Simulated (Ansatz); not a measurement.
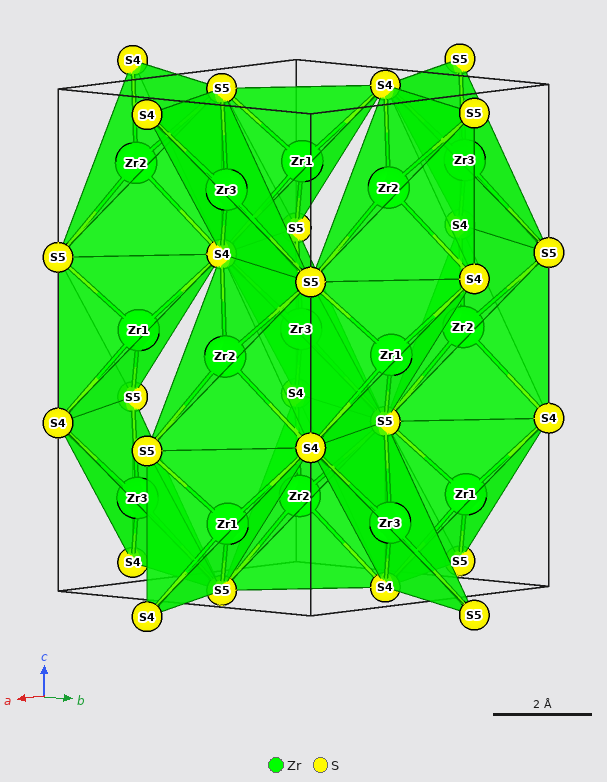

The structure as given in the input (polyhedral view of the cell 3 times as large as that of the calculation, set on its symmetry axes, seen at an oblique angle; polyhedra are completed across the faces of the cell; atoms are numbered from 1 in the order of the input).

## What a change does: single-point calculation on Zr₃S₂

System: Zr₃S₂ (R32, 5 atoms in the cell).
Method of run 1: DFT PBE, scalar-relativistic, plane waves, PAW, spin-polarised (Ansatz 0.2.0).

The structure was made by a generator, so it may or may not be a known phase. Text and figures count atoms from 1; the logs count them from 0 in places.

**The input, run 1**
```yaml
crystal:
  lattice:
    - [2.90253806, 1.67578113, 3.48777318]
    - [-2.90253806, 1.67578113, 3.48777318]
    - [0.0, -3.35156226, 3.48777318]
  atoms:
    - { symbol: Zr, position: [0.161273, 0.838727, 0.5], spin: 1.0 }
    - { symbol: Zr, position: [0.5, 0.161273, 0.838727], spin: 1.0 }
    - { symbol: Zr, position: [0.838727, 0.5, 0.161273], spin: 1.0 }
    - { symbol: S, position: [0.334977, 0.334977, 0.334977] }
    - { symbol: S, position: [0.665023, 0.665023, 0.665023] }
basis:
  ecutwfc: 420
kpoints:
  mp_grid: { grid: [6, 6, 6] }
hamiltonian:
  xc: pbe
scf:
  occupations: { method: gaussian, width: 0.1 }
  lower_state_search: "off"
output:
  forces: true
  stress: true
  eigenvalues: true
  populations: true
magnetization:
  spin_polarized: true
```

Launched with:
```bash
ansatz run input.yaml --threads 1 --pin off --max-ram 2560MiB --backend cpu --events-out ev --progress --plain --runs-dir out
```

Hardware: 1 thread of Intel Xeon @ 2.70GHz, 189 GiB of memory available, shared host.

**Output, shortened to warnings, some set-up lines, iterations and results (run 1)**
```
WARN: the starting moments were not kept: the SCF closed with an absolute magnetisation of 7.4e-6 μB, where they sum to 3 μB in size (3 sites). That is at most 0.1 of that sum. Measured as dr2_m measures the in/out step, that magnetisation stands 2.3e-12 eV from none, at or under the dr2_threshold of 1.0e-7 eV: it is no larger than a step whose dr2_m would equal this threshold. The system may …
Basis set: ecut = 420 eV, 1949 PW (Γ), exchange–correlation on 72×72×72 points (8 copies of the dense FFT grid, shifted against one another)
Symmetry: 6 space group operations
k-points: 32 of 216 (time reversal used)
Initial density: superposition of atomic densities (chi_scale 0.1, normalization cell, long waves kept (reshape's long-wave potential 0.00 eV rms))
[...]
SCF iter   1: F=—  HF=-14361.365461 eV  |F-HF|=—  |Δ(HF+E_count)|=         —  Δρ=3.87e-2 (↑3.07e-2 ↓3.87e-2)  dr2=2.61e0  dr2_m=8.00e-1  M=0.550 μB ∫|m|=0.693 μB  β_m=0.30  …
SCF iter   2: F=—  HF=-14361.194912 eV  |F-HF|=—  |Δ(HF+E_count)|=   1.71e-1  Δρ=2.76e-2 (↑2.29e-2 ↓2.76e-2)  dr2=1.25e0  dr2_m=4.39e-1  M=0.393 μB ∫|m|=0.511 μB  β_m=0.30  …
SCF iter   3: F=—  HF=-14360.996654 eV  |F-HF|=—  |Δ(HF+E_count)|=   1.98e-1  Δρ=1.74e-2 (↑1.74e-2 ↓1.56e-2)  dr2=9.84e-2  dr2_m=2.38e-1  M=0.303 μB ∫|m|=0.391 μB  β_m=0.30  …
SCF iter   4: F=—  HF=-14361.029666 eV  |F-HF|=—  |Δ(HF+E_count)|=   3.30e-2  Δρ=1.24e-2 (↑1.24e-2 ↓1.13e-2)  dr2=1.67e-2  dr2_m=1.28e-1  M=0.241 μB ∫|m|=0.313 μB  β_m=0.30  …
SCF iter   5: F=—  HF=-14361.057500 eV  |F-HF|=—  |Δ(HF+E_count)|=   2.78e-2  Δρ=8.76e-3 (↑8.49e-3 ↓8.76e-3)  dr2=1.47e-3  dr2_m=6.89e-2  M=0.190 μB ∫|m|=0.250 μB  β_m=0.30  …
[... 5 lines ...]
SCF iter  11: F=—  HF=-14361.096950 eV  |F-HF|=—  |Δ(HF+E_count)|=   7.39e-5  Δρ=2.51e-5 (↑2.51e-5 ↓2.51e-5)  dr2=6.20e-9  dr2_m=5.88e-7  M=0.002 μB ∫|m|=0.004 μB  β_m=0.96  …
SCF iter  12: F=-14361.096954 eV  HF=-14361.096954 eV  |F-HF|=1.81e-8  |Δ(HF+E_count)|=   4.04e-6  Δρ=2.78e-6 (↑2.51e-6 ↓2.78e-6)  dr2=2.95e-9  dr2_m=5.95e-9  M=0.000 μB …
SCF iter  13: F=-14361.096954 eV  HF=-14361.096954 eV  |F-HF|=5.75e-10  |Δ(HF+E_count)|=   3.37e-8  Δρ=6.31e-7 (↑6.31e-7 ↓3.84e-7)  dr2=3.46e-10  dr2_m=1.90e-10  M=0.000 μB …
SCF iter  14: F=-14361.096954 eV  HF=-14361.096954 eV  |F-HF|=2.18e-11  |Δ(HF+E_count)|=   1.02e-9  Δρ=1.26e-7 (↑1.26e-7 ↓8.81e-8)  dr2=1.97e-11  dr2_m=7.44e-12  M=0.000 μB …
SCF 1 converged in 14 iterations: F = -14361.096954 eV  dr2 = 1.97e-11
SCF converged after 14 iterations
Magnetization: 0.0000 μB (24.0000 up, 24.0000 down)
Absolute magnetization: 0.0000 μB (∫|ρ↑−ρ↓|, with the PAW one-centre terms)
Spin contamination: 0.0000 ħ² per cell (⟨S²⟩ above its minimum at these occupations)
Per-site moments (μB) at R_I (Å): [(-4.8000713583390176e-8, 1.0745713143960247), (-4.800071351664645e-8, 1.0745713143960247), (-4.800071337892052e-8, 1.0745713143960247), (5.894352505698777e-8, 1.0745713143960247), (5.894352503976088e-8, 1.0745713143960247)]
Free energy (F): -14361.096954 eV
Harris-Foulkes:  -14361.096954 eV  (|F-HF|=2.18e-11)
Internal energy: -14361.085501 eV  (E = F + TS)
E sigma→0 (E₀):  -14361.091228 eV
Entropy (-TS):   -0.011453 eV (-2.291 meV/atom)
Fermi energy:    12.776693 eV
--- Per-component energies (eV) ---
  E_band       = -295.526988
  E_kinetic    = 1219.322292
  E_local      = -2257.902473  (includes V_loc(G=0)·N_el)
  E_nonlocal   = 295.333021
  E_hartree    = 725.331265
  E_xc         = -682.254440
  E_vxc        = -752.051161  (∫ρ·V_xc dr)
  E_paw        = -10062.732636  (= ΣΔE_a)
  E_vpaw       = -250.891315  (= ΣTr[D̂ρ^β])
  E_aug_tail   = 0.000078  (compensation charges beyond the density's cutoff)
  E_ewald      = -3598.182607
  E_smearing   = -0.011453  (= −TS)
  E_closure    = 0.000000  (closes the sum)
  Σ components = -14361.096954   (vs F -14361.096954, Δ=0.00e0)
--- Forces (eV/Å), atoms counted from 1 ---
  atom   1  Zr     0.05550200     0.00000000     0.00000000
  atom   2  Zr    -0.02775100     0.04806614     0.00000000
  atom   3  Zr    -0.02775100    -0.04806614     0.00000000
  atom   4  S      0.00000000    -0.00000000     0.01463857
  atom   5  S      0.00000000     0.00000000    -0.01463857
  max |Σ_I F_I| component: 4.44e-16 eV/Å
--- Stress (GPa, compression-positive) ---
       -0.984319       0.000000      -0.000000
        0.000000      -0.984319       0.000000
        0.000000       0.000000      -0.814391
  P = ⅓ Tr σ = -0.9277 GPa (-9.277 kbar)
--- Löwdin populations: 5 sites ---
  site symbol       q [e]    m [muB]
     0     Zr     11.7863     0.0000
     1     Zr     11.7863     0.0000
     2     Zr     11.7863     0.0000
     3      S      6.1051     0.0000
     4      S      6.1051     0.0000
  spilling = 0.008979 (of n_electrons = 48.000000)
```

For run 2 the input was changed thus:
```diff
-    - { symbol: Zr, position: [0.161273, 0.838727, 0.5], spin: 1.0 }
-    - { symbol: Zr, position: [0.5, 0.161273, 0.838727], spin: 1.0 }
-    - { symbol: Zr, position: [0.838727, 0.5, 0.161273], spin: 1.0 }
+    - { symbol: Zr, position: [0.161273, 0.838727, 0.5] }
+    - { symbol: Zr, position: [0.5, 0.161273, 0.838727] }
+    - { symbol: Zr, position: [0.838727, 0.5, 0.161273] }
-  populations: true
-magnetization:
-  spin_polarized: true
```

How does run 2 compare with run 1?

The energy is the same within 0.01 meV per atom. The SCF takes 7 iterations against 14. On the same kind of shared host run 2 took about 0.29 times as long. The two runs start from different initial densities, which also moves the count.

**Output, shortened to warnings, some set-up lines, iterations and results (run 2)**
```
Basis set: ecut = 420 eV, 1949 PW (Γ), exchange–correlation on 72×72×72 points (8 copies of the dense FFT grid, shifted against one another)
Symmetry: 6 space group operations
k-points: 32 of 216 (time reversal used)
Initial density: superposition of atomic densities (neutral atoms: chi_scale 0, normalization atom), corrected by the library's trained network
[...]
SCF iter   1: F=—  HF=-14361.105856 eV  |F-HF|=—  |Δ(HF+E_count)|=         —  Δρ=6.66e-3  dr2=5.79e-2  ethr=1.77e-3  ⟨swp⟩=4.7  Hψ=3792  notcnv=0
SCF iter   2: F=—  HF=-14361.097424 eV  |F-HF|=—  |Δ(HF+E_count)|=   8.43e-3  Δρ=3.74e-3  dr2=1.75e-2  ethr=1.21e-4  ⟨swp⟩=1.0  Hψ=1184  notcnv=0
SCF iter   3: F=—  HF=-14361.096971 eV  |F-HF|=—  |Δ(HF+E_count)|=   4.53e-4  Δρ=7.84e-4  dr2=9.11e-4  ethr=3.64e-5  ⟨swp⟩=2.0  Hψ=1243  notcnv=0
SCF iter   4: F=—  HF=-14361.096992 eV  |F-HF|=—  |Δ(HF+E_count)|=   2.09e-5  Δρ=1.65e-4  dr2=3.21e-5  ethr=1.90e-6  ⟨swp⟩=2.1  Hψ=1241  notcnv=0
SCF iter   5: F=—  HF=-14361.096954 eV  |F-HF|=—  |Δ(HF+E_count)|=   3.86e-5  Δρ=3.37e-5  dr2=1.50e-6  ethr=6.69e-8  ⟨swp⟩=2.0  Hψ=1270  notcnv=0
SCF iter   6: F=—  HF=-14361.096954 eV  |F-HF|=—  |Δ(HF+E_count)|=   2.62e-7  Δρ=9.68e-6  dr2=1.59e-7  ethr=3.13e-9  ⟨swp⟩=2.3  Hψ=1620  notcnv=0
SCF iter   7: F=-14361.096954 eV  HF=-14361.096954 eV  |F-HF|=3.62e-10  |Δ(HF+E_count)|=   2.38e-9  Δρ=2.07e-6  dr2=5.18e-9  ethr=2.08e-10  ⟨swp⟩=5.5  Hψ=3322  notcnv=0
SCF 1 converged in 7 iterations: F = -14361.096954 eV  dr2 = 5.18e-9
SCF converged after 7 iterations
Free energy (F): -14361.096954 eV
Harris-Foulkes:  -14361.096954 eV  (|F-HF|=3.62e-10)
Internal energy: -14361.085501 eV  (E = F + TS)
E sigma→0 (E₀):  -14361.091228 eV
Entropy (-TS):   -0.011453 eV (-2.291 meV/atom)
Fermi energy:    12.776685 eV
--- Per-component energies (eV) ---
  E_band       = -295.527336
  E_kinetic    = 1219.322352
  E_local      = -2257.902764  (includes V_loc(G=0)·N_el)
  E_nonlocal   = 295.333031
  E_hartree    = 725.331506
  E_xc         = -682.254478
  E_vxc        = -752.051210  (∫ρ·V_xc dr)
  E_paw        = -10062.732619  (= ΣΔE_a)
  E_vpaw       = -250.891399  (= ΣTr[D̂ρ^β])
  E_aug_tail   = 0.000078  (compensation charges beyond the density's cutoff)
  E_ewald      = -3598.182607
  E_smearing   = -0.011453  (= −TS)
  E_closure    = -0.000000  (closes the sum)
  Σ components = -14361.096954   (vs F -14361.096954, Δ=0.00e0)
--- Forces (eV/Å), atoms counted from 1 ---
  atom   1  Zr     0.05550399    -0.00000000     0.00000000
  atom   2  Zr    -0.02775199     0.04806786     0.00000000
  atom   3  Zr    -0.02775199    -0.04806786     0.00000000
  atom   4  S      0.00000000     0.00000000     0.01463115
  atom   5  S      0.00000000    -0.00000000    -0.01463115
  max |Σ_I F_I| component: 4.09e-16 eV/Å
--- Stress (GPa, compression-positive) ---
       -0.984419       0.000000       0.000000
        0.000000      -0.984419       0.000000
        0.000000       0.000000      -0.814350
  P = ⅓ Tr σ = -0.9277 GPa (-9.277 kbar)
```

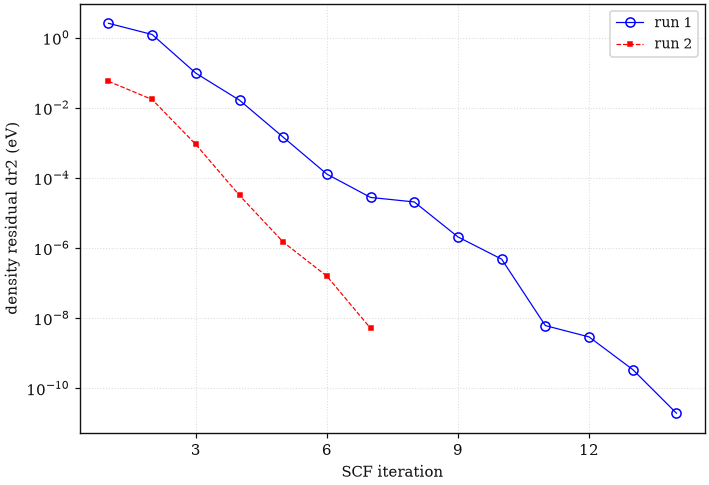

Convergence of the two runs: density residual dr2 against the SCF iteration. Run 1 takes 14 iterations in all, and run 2 takes 7.

**The two runs side by side**

```tsv
quantity	run 1	run 2
outcome	converged	converged
free energy per atom (eV)	−2872.2194	−2872.2194
energy per atom, smearing taken to zero (eV)	−2872.2182	−2872.2182
gap on the mesh (eV)	0.00	0.00
net moment of the cell (μB)	0.00	–
absolute moment of the cell (μB)	0.00	–
pressure (GPa)	−0.93	−0.93
largest force (eV/Å)	0.056	0.056
SCF iterations	14	7
irreducible k-points	32	32
plane waves at Γ	1949	1949
wall time (shared host)	32 s	9.4 s
```

For run 1: Warnings: some starting moments were not kept.
